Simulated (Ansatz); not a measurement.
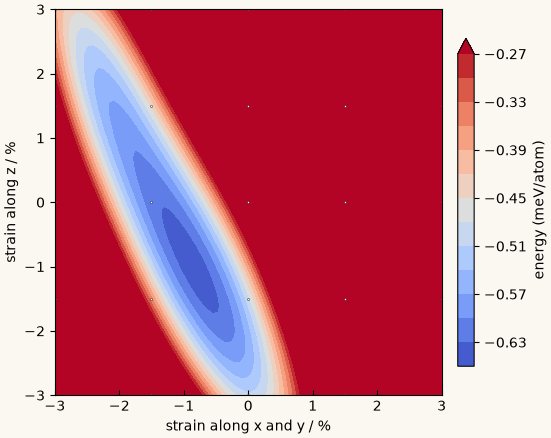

Na (Im-3m, No. 229; 1 atom in the cell). 
- The cell is strained homogeneously, by one strain along x and y and another along z, with fractional coordinates fixed (x, y and z along the cube axes).
- First axis: strain along x and y. Second axis: strain along z.
- The grid has 5 × 5 points.
- Points are written as (first, second).
- All energies are given in meV/atom relative to the unstrained cell.
- The reference cell is the one listed in the database, not relaxed at this level.
- Computed with DFT PBE, scalar-relativistic, plane waves, PAW in Ansatz 0.2.0. Settings: cutoff 420 eV, k-mesh 16×16×16, gaussian smearing 0.15 eV, no spin polarisation.

The picture shows filled contours, dots at the grid points, one colour for all values above the top of the scale. Between grid points the surface is interpolated.

**Estimate the clamped-ion elastic constants that this map fixes.**

With the cell volume of 38.0 Å³, the curvatures of the interpolated surface at its minimum give C₁₁ + C₂₂ + 2C₁₂ ≈ 32 GPa, C₃₃ ≈ 8.8 GPa and C₁₃ + C₂₃ ≈ 14 GPa (clamped ions, Cartesian axes of the cell). A stretch of 1 % along z with free sides (kept equal in x and y) would change the in-plane lengths by about −0.45 %.
